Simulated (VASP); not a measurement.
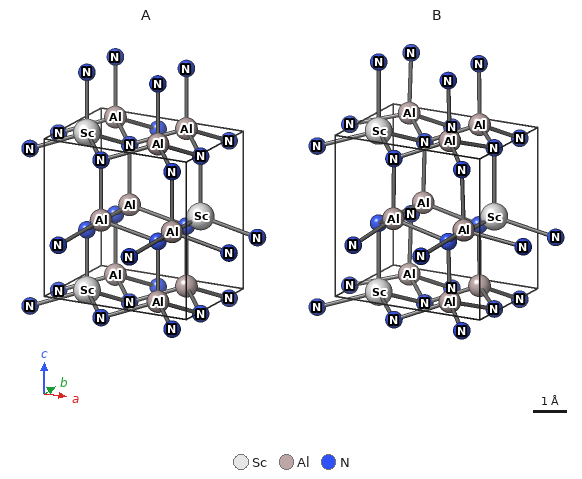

Two geometries of a crystal of ScAl3N4 (a generated structure, set up in P6_3mc), drawn at one scale. One is the start of a relaxation, the other its converged end. Style: ball-and-stick. Shown: the cell of the calculation, slightly off an axis.

All numbers below come from Kohn-Sham DFT of a periodic cell, PBE, VASP PAW PBE potentials, recommended (VASP 6.6.1). (plane-wave cutoff 520 eV; k-point mesh 4 × 4 × 5; occupations gaussian; smearing width 0.03 eV; no spin polarisation)

Which of the two is the end point?

Structure B is the relaxed one. The run lets cell and atoms move. The energy falls by 2.184 eV per cell of the calculation in 14 geometry steps. The largest force component goes from 4.1 to 0.0025 eV/Å. Pressure: 14.99 GPa at the start and 0.04 GPa at the end. The largest moves relative to the cell, 0.16 Å, are those of N atoms. Largest moves by element: N 0.16 Å, Sc 0.06 Å, Al 0.05 Å. The volume changes by +5.9 %, with a = b 6.374 → 6.485 Å (+1.7 %), c 4.957 → 5.070 Å (+2.3 %). Near-neighbour distances that change, for instance: N–Sc 1.894 → 2.163 Å, N–Sc 1.931 → 2.065 Å, Al–N 1.931 → 1.969 Å, Al–N 1.931 → 1.900 Å. Among the angles between lasting bonds that change: Sc–N–Al 107.6° → 102.8°, N–Al–N 111.2° → 106.5°, Al–N–Al 111.2° → 115.2°. The space group stays P6_3mc (No. 186).
